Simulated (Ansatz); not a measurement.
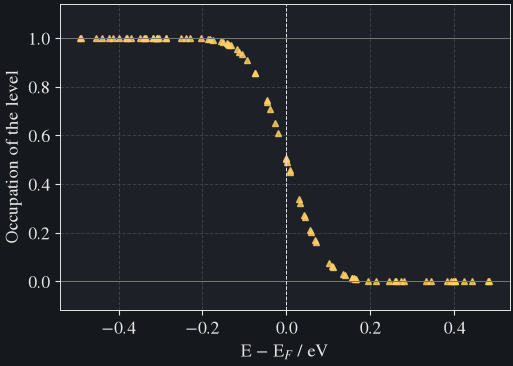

Occupations of the one-electron levels of the k mesh against their energy, from a run on Ge, space group I4_1/amd (No. 141), 2 atoms in the cell, with Ansatz.

> Which smearing scheme was used (Fermi-Dirac, Gaussian, Methfessel-Paxton or cold), and about what width?

Gaussian smearing with a width of 0.1 eV. The occupations stay between 0 and 1 and die off fast, as an error function; the slope at the Fermi level is 1/(√π × width).
